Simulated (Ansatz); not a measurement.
Take the following structure.

```cif
data_structure
_symmetry_space_group_name_H-M 'I 4/m m m'
_symmetry_Int_Tables_number 139
_cell_length_a 4.4064
_cell_length_b 4.4064
_cell_length_c 8.6212
_cell_angle_alpha 90.000
_cell_angle_beta 90.000
_cell_angle_gamma 90.000
_cell_volume 167.39
loop_
_atom_site_label
_atom_site_type_symbol
_atom_site_symmetry_multiplicity
_atom_site_Wyckoff_symbol
_atom_site_fract_x
_atom_site_fract_y
_atom_site_fract_z
_atom_site_occupancy
Ta1 Ta 4 c 0.50000 0.00000 0.00000 1
Ta2 Ta 4 e 0.00000 0.00000 0.26382 1
N1 N 4 d 0.00000 0.50000 0.25000 1
N2 N 2 a 0.00000 0.00000 0.00000 1
```

Q: What does this file describe?

A: The structure is one of Ta4N3. Its lattice is body-centred tetragonal, its space group I4/mmm (No. 139). Cell content 8 Ta, 6 N; Z = 2. The numbers of neighbours within bonding distance are Ta 16 to 17 (mean 16.5) and N 6.

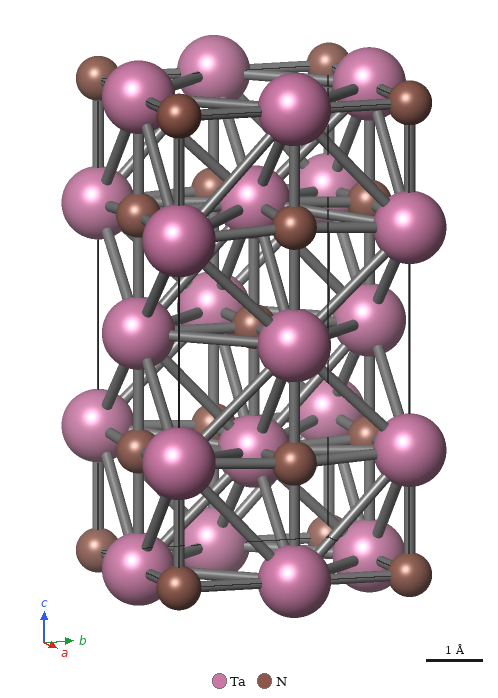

Ball-and-stick representation of a periodic structure, projected slightly off an axis. One conventional unit cell is framed, with atoms on its boundary repeated.

Provenance: a structure listed in the Materials Project. Earlier steps of the study, as a rule a relaxation of our own, may have changed the cell and positions, so they can lie some per cent off the listed ones. It was the input of a calculation with Ansatz.

At this level of theory the run's own cell isn't at rest (stretched, at -10 GPa), so its distances can differ from those at equilibrium, the more so the softer the solid.
